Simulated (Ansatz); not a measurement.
# Run report: Ti, single-point calculation

System: Ti (1 atom in the cell).
Method: DFT PBEsol, scalar-relativistic, plane waves, PAW, no spin polarisation (Ansatz 0.2.0).

The structure derives from an entry of the Crystallography Open Database.

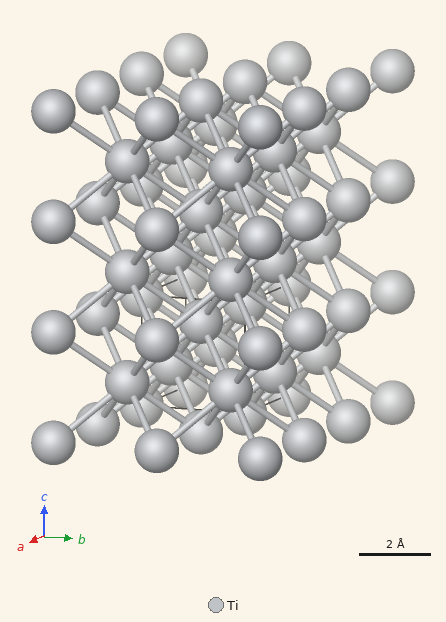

The input geometry (ball-and-stick view of the cell 2 times as large as that of the calculation, set on its symmetry axes, repeated 3 × 2 × 3, seen slightly off an axis). An atom can appear more than once, as a periodic image. Near neighbours in the periodic cell (some may lie outside the picture): Ti has 8 Ti at 2.78 Å.

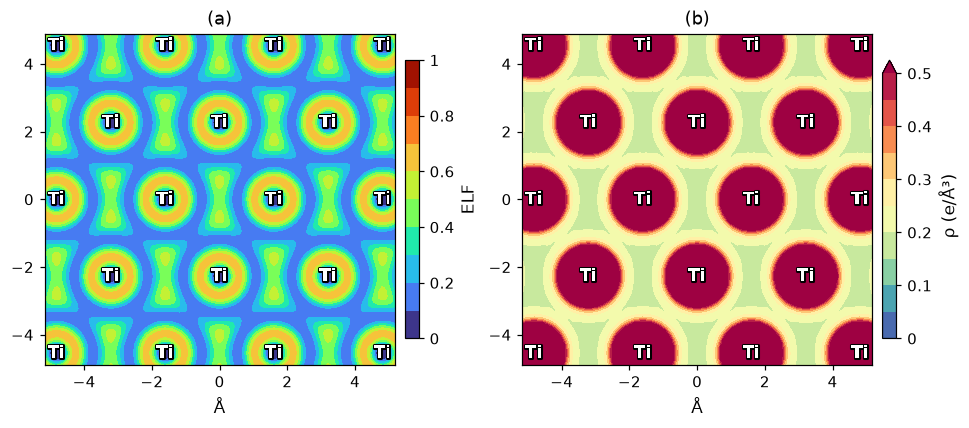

(a) electron localisation function; (b) valence charge density (pseudo) on the (101) plane of the conventional cell. The section cuts through Ti sites. Ti–Ti (2.78 Å): ρ is about 0.2 e/Å³ halfway; the ELF is about 0.20 at the midpoint; no shared electron pair. Away from the nuclei the density in this plane falls to 0.19 e/Å³ at its lowest. The strong features right at Ti lie inside the PAW spheres (semicore, d or f shells) and say nothing about bonding. In a PAW calculation such maps are meaningful between the atoms, not at the nuclei.

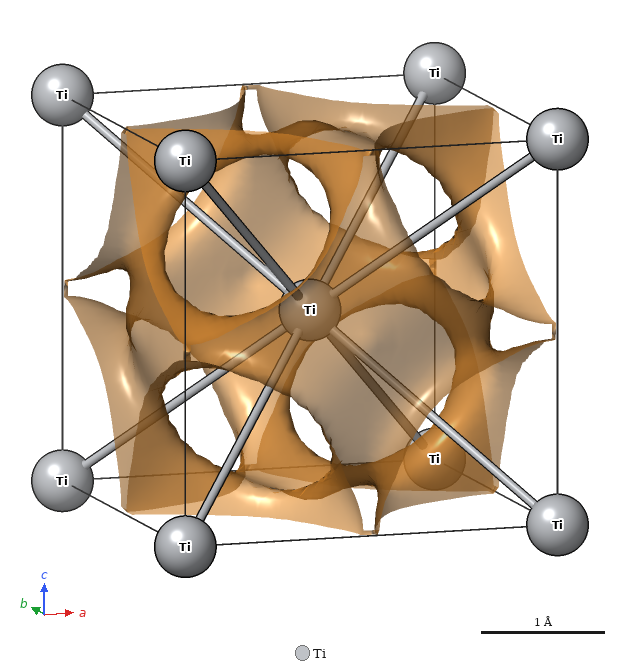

Isosurface of the ELF at 0.45 (orange), seen slightly off an axis. Core shells and regions of very low density are left out. Sticks mark near contacts. The outline is the cell set on symmetry axes. The ELF exceeds this value in one network that runs through the whole crystal, counted in one cell of 2 atoms.  Values along the shortest contacts: Ti–Ti (2.78 Å): the ELF is about 0.20 at the midpoint; no shared electron pair.

The input that produced these results follows, with the program's output.

### Input file
```yaml
crystal:
  lattice:
    - [-1.6051160629, 1.6051160629, 1.6051160629]
    - [1.6051160629, -1.6051160629, 1.6051160629]
    - [1.6051160629, 1.6051160629, -1.6051160629]
  atoms:
    - { symbol: Ti, position: [0.0, 0.0, 0.0] }
basis:
  ecutwfc: 420
kpoints:
  mp_grid: { grid: [28, 28, 28] }
hamiltonian:
  xc: pbesol
scf:
  occupations: { method: gaussian, width: 0.15 }
output:
  forces: true
  stress: true
  eigenvalues: true
  write_density: true
  write_potential: true
  elf: true
  volumetric_format: npy
```

Run as:
```bash
ansatz run input.yaml --threads 1 --pin off --max-ram 2560MiB --backend cpu --events-out ev --progress --plain --runs-dir out
```

### Output
```
Engine: ansatz 0.2.0, x86_64-unknown-linux-gnu
Pseudopotentials: kind: paw
Pseudopotential: Ti, paw, valence charge 12, recommended cutoff 420 eV (normal), Ti.paw.azcp
Functional definition: PBEsol
  exchange = pbesol_x
  correlation = pbesol_c
Crystal: 1 atoms, lattice volume = 16.542 Å³
Basis set: ecut = 420 eV, 321 PW (Γ), exchange–correlation on 40×40×40 points (8 copies of the dense FFT grid, shifted against one another)
Bands: 10, of which v1, the nominal top of the filled ones, is band 6 counted from 1 (5 counted from 0)
Symmetry: 48 space group operations
Space group: Im-3m (ITA 229), of the structure as read, at distance tolerance 2.5e-5 Å
k-points: 624 of 21952
Non-local potential: Ti, projectors of the file, l = 0: 3, l = 1: 2, l = 2: 3, l = 3: 1
PAW form: soft (Blöchl's): semilocal exchange-correlation on the pseudo side does not see the compensation charge
PAW frozen core: Ti, regenerated for the run's functional, and the local potential with it (the file was generated under x = pbe(κ = 0.804, μ = 0.2195149727645171), c = pbe(β = 0.06672455060314922))
PAW one-centre angular grid: Ti, 590 points (default); XC on 64 Gauss nodes
Initial density: superposition of atomic densities (neutral atoms: chi_scale 0, normalization atom), corrected by the library's trained network
Initial wavefunctions: pseudopotential atomic-orbital guess
Functional: x = pbesol(κ = 0.804, μ = 0.12345679012345678), c = pbesol(β = 0.046)
SCF iter   1: F=—  HF=-2473.805781 eV  |F-HF|=—  |Δ(HF+E_count)|=         —  Δρ=5.26e-3  dr2=2.69e-3  ethr=1.77e-3  ⟨swp⟩=4.4  Hψ=32415  notcnv=0
preconditioner: auto → none  [metal: Δε(μ)=0.002 eV  Ē_g=4.372 eV  σ=0.150 eV  W_gap=0.01  n_scr=0 (ndim 8)  ℏωp=18.3 eV  f_vac=0.000  D(μ)=2.14/eV (n_scr^D=42)]
SCF iter   2: F=—  HF=-2473.804738 eV  |F-HF|=—  |Δ(HF+E_count)|=   1.04e-3  Δρ=1.48e-3  dr2=3.07e-4  ethr=2.24e-5  ⟨swp⟩=2.2  Hψ=15070  notcnv=0
SCF iter   3: F=—  HF=-2473.804685 eV  |F-HF|=—  |Δ(HF+E_count)|=   5.24e-5  Δρ=8.03e-4  dr2=4.45e-5  ethr=2.56e-6  ⟨swp⟩=2.2  Hψ=8293  notcnv=0  defer=2
SCF iter   4: F=—  HF=-2473.804689 eV  |F-HF|=—  |Δ(HF+E_count)|=   3.89e-6  Δρ=1.35e-4  dr2=1.29e-6  ethr=3.71e-7  ⟨swp⟩=1.0  Hψ=6209  notcnv=0  defer=2
iter 5 did not close the SCF: its close was put off for the readings that it lacked (scf_convergence_deferred on its scf_iter line)
SCF iter   5: F=-2473.804689 eV  HF=-2473.804689 eV  |F-HF|=2.24e-10  |Δ(HF+E_count)|=   1.44e-7  Δρ=9.59e-6  dr2=5.89e-9  ethr=1.07e-8  ⟨swp⟩=1.0  Hψ=6209  notcnv=0  defer=2
SCF iter   6: F=-2473.804689 eV  HF=-2473.804689 eV  |F-HF|=3.64e-12  |Δ(HF+E_count)|=  7.15e-10  Δρ=5.64e-7  dr2=1.78e-11  ethr=4.91e-11  ⟨swp⟩=3.8  Hψ=27705  notcnv=0
SCF 1 converged in 6 iterations: F = -2473.804689 eV  dr2 = 1.78e-11
  greatest PAW one-centre occupation: 0.999 electrons in one spin orbital (limit 2), on the Ti atom at site 0 (counted from 0), in its partial waves of l = 0
SCF converged after 6 iterations
Free energy (F): -2473.804689 eV
Harris-Foulkes:  -2473.804689 eV  (|F-HF|=3.64e-12)
Internal energy: -2473.780605 eV  (E = F + TS)
E sigma→0 (E₀):  -2473.792647 eV
Entropy (-TS):   -0.024084 eV (-24.084 meV/atom)
Fermi energy:    13.767114 eV
--- Per-component energies (eV) ---
  E_band       = -146.981629
  E_kinetic    = 273.661574
  E_local      = -787.011986  (includes V_loc(G=0)·N_el)
  E_nonlocal   = 9.812862
  E_hartree    = 324.759412
  E_xc         = -96.980468
  E_vxc        = -121.883211  (∫ρ·V_xc dr)
  E_paw        = -1022.837042  (= ΣΔE_a)
  E_vpaw       = -171.079745  (= ΣTr[D̂ρ^β])
  E_aug_tail   = 0.000120  (compensation charges beyond the density's cutoff)
  E_ewald      = -1175.324462
  E_core_change = 0.139384  (= ΣΔE_core)
  E_smearing   = -0.024084  (= −TS)
  E_closure    = 0.000000  (closes the sum)
  Σ components = -2473.804689   (vs F -2473.804689, Δ=0.00e0)
--- Forces (eV/Å), atoms counted from 1 ---
  atom   1  Ti    -0.00000000    -0.00000000     0.00000000
  max |Σ_I F_I| component: 9.66e-32 eV/Å
--- Stress (GPa, compression-positive) ---
        0.039370       0.000000       0.000000
        0.000000       0.039370      -0.000000
        0.000000      -0.000000       0.039370
  P = ⅓ Tr σ = 0.0394 GPa (0.394 kbar)
--- Band table (eV; the first three rows and the last of 624) ---
  k-point 0: bands = ["-42.3872", "-18.2923", "-18.2923", "-18.2923", "7.7418", "14.8017", "14.8017", "14.8017", "16.6900", "16.6900"]
  k-point 1: bands = ["-42.3851", "-18.3029", "-18.2955", "-18.2924", "7.7878", "14.7798", "14.7964", "14.8360", "16.6628", "16.6911"]
  k-point 2: bands = ["-42.3791", "-18.3340", "-18.3049", "-18.2926", "7.9244", "14.7157", "14.7769", "14.9382", "16.5896", "16.6951"]
  k-point 623: bands = ["-42.1086", "-18.8391", "-18.8391", "-18.8391", "11.4911", "11.4911", "17.9698", "17.9698", "17.9698", "22.5114"]
```

### Summary

| quantity | value |
| --- | --- |
| outcome | converged |
| space group (tolerance 0.01 Å) | Im-3m (229) |
| electrons treated | 12 |
| free energy | −2473.8047 eV |
| Fermi energy | 13.767 eV |
| gap on the k-point mesh | none (metallic) |
| pressure | 0.04 GPa |
| largest force (length of the vector) | under 0.001 eV/Å |
| hardware | 1 thread of Intel Xeon @ 2.90GHz (Ice Lake), 192 GiB of memory available, shared host |
| wall time | 6.5 s |
| peak memory | 0.45 GiB |
